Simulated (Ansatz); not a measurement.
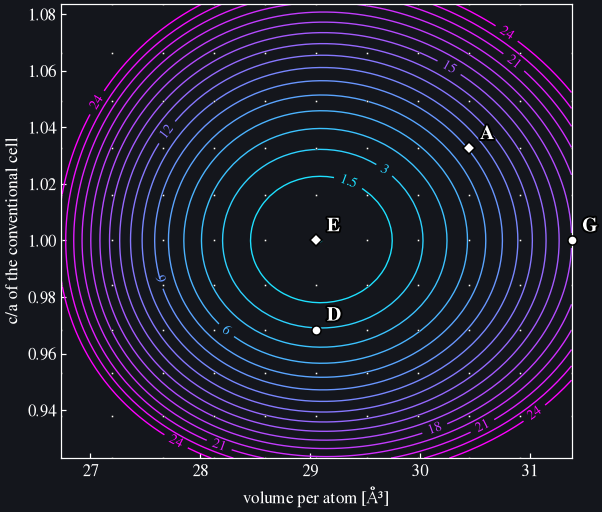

SrCl₂ (Fm-3m, No. 225; 3 atoms in the cell). 
- The energy is mapped over volume and the cell's shape.
- Coordinates scanned: (1) volume per atom; (2) c/a of the conventional cell.
- Nothing is relaxed (symmetry fixes all fractional coordinates).
- Grid: 11 × 11 points.
- Points are written as (first, second).
- All energies are given in meV/atom relative to the lowest grid point.
- Theory: Ansatz 0.2.0, DFT PBE, scalar-relativistic, plane waves, PAW. Settings: cutoff 420 eV, k-mesh 6×6×6, gaussian smearing 0.05 eV, no spin polarisation.

The picture shows contour lines labelled in meV/atom (none above 24), dots at the grid points, lettered points. Between grid points the surface is interpolated.

Q: Which space group has the cell at each letter?

A: A: I4/mmm; D: I4/mmm; E: Fm-3m; G: Fm-3m.

Q: What kind of point is each of A, D, E: minimum, saddle, maximum or slope?

A: A: on a slope; D: on a slope; E: minimum. (In these two coordinates alone; a stationary point may lie a little off the grid point.)

Q: Rank the lettered points by energy, lowest first.

A: E (0.0 meV/atom), D (3.1 meV/atom), A (9.2 meV/atom), G (16.5 meV/atom).
